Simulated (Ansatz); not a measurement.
## Electronic structure of SiSe$_{2}$ in real space

Input file:

```
crystal:
  lattice:
    - [-4.8722381251, 3.20131245, 2.9435476906]
    - [4.8722381251, -3.20131245, 2.9435476906]
    - [4.8722381251, 3.20131245, -2.9435476906]
  atoms:
    - { symbol: Si, position: [0.25, 0.25, 0.0] }
    - { symbol: Si, position: [0.75, 0.75, 0.0] }
    - { symbol: Se, position: [0.198934091, 0.8772920495, 1.0762261405] }
    - { symbol: Se, position: [0.801065909, 0.1227079505, -0.0762261405] }
    - { symbol: Se, position: [0.698934091, 0.6227079505, 0.3216420415] }
    - { symbol: Se, position: [0.301065909, 0.3772920495, 0.6783579585] }
basis:
  ecutwfc: 500
  ecutrho_ratio: 4
kpoints:
  mp_grid: { grid: [6, 6, 6] }
  band_path:
    path:
      - [[0.0, 0.0, 0.0], [0.5, -0.5, -0.5], [0.35792924, -0.35792924, -0.64207076]]
      - [[-0.35792924, 0.35792924, -0.35792924], [0.0, 0.0, 0.0], [-0.34124838, -0.34124838, 0.34124838]]
      - [[0.34124838, -0.65875162, -0.34124838], [0.5, -0.5, -0.5]]
      - [[0.0, 0.0, 0.0], [-0.5, 0.0, 0.0], [-0.25, -0.25, -0.25], [0.0, -0.5, 0.0], [0.0, 0.0, 0.0], [0.0, 0.0, -0.5], [-0.25, -0.25, -0.25]]
    npoints: 14
hamiltonian:
  xc: r2scan
scf:
  occupations: { method: gaussian, width: 0.05 }
  n_extra_bands: 17
output:
  forces: true
  stress: true
  eigenvalues: true
  populations: true
  dos: { projected: true, de: 0.02, nscf_kmesh: { grid: [9, 9, 9] } }
  bader: true
  write_density: true
  write_potential: true
  elf: true
  volumetric_format: npy
```

Run with:

```sh
ansatz run input.yaml --threads 4 --pin off --max-ram 7168MiB --backend cpu --events-out ev --progress --plain --runs-dir out
```

Below, planes, directions and counts refer to the conventional cell (a = 6.40 Å, b = 9.74 Å, c = 5.89 Å, α = 90.00°, β = 90.00°, γ = 90.00°).

Space group Ibam; started from the SiSe2 prototype.

Method: Ansatz, DFT r2SCAN, scalar-relativistic, plane waves, PAW.

Core electrons are frozen (PAW), and the valence fields are smoothed inside the atomic spheres.

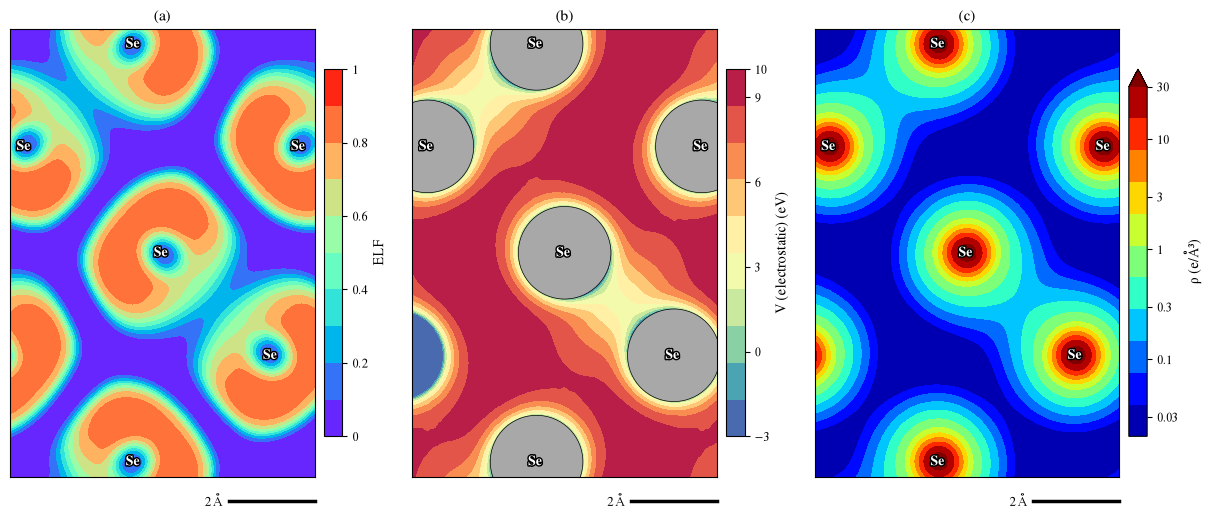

Figure 1. (a) electron localisation function; (b) electrostatic potential (local pseudopotential plus Hartree) felt by an electron; (c) valence charge density (pseudo) on the (001) plane of the conventional cell. Grey discs cover the atomic cores in the potential map.

> What does the map show?

- Atoms in the plane: Se.
- Between the atoms the lowest density in this plane is 0.008 e/Å³.
- The ELF also peaks beside Se, away from the bonds: lone-pair regions.
- Outside the cores the potential energy rises away from the atoms and is highest about 2.3 Å from the nearest atoms; its zero is arbitrary.

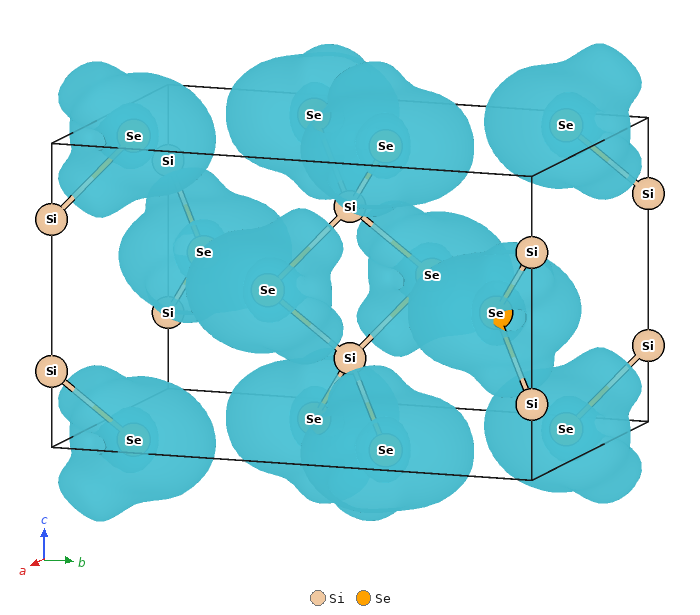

Figure 2. Isosurface of the electron localisation function at 0.65 (cyan), seen slightly off an axis. Core shells and regions of very low density are left out. Sticks mark near contacts.

> Where are the electrons localised?

At this value the surface marks out eight regions on Se in which the atom's valence shell and bonds are merged, counted in one cell of 12 atoms. Any copies at cell faces, edges or corners count once.


Si–Se (2.28 Å): the ELF peaks at about 0.90 between the atoms, as expected for a covalent bond.

> What Bader charges does the calculation give?

Electrons move from Si towards Se. Bader charges: Si +2.25 and Se −1.13 e.

> Does the calculation make it a metal, or give it a gap?

It is gapped, with a Kohn–Sham gap of 2.3 eV on the k-point mesh, an upper bound to the gap of this method.
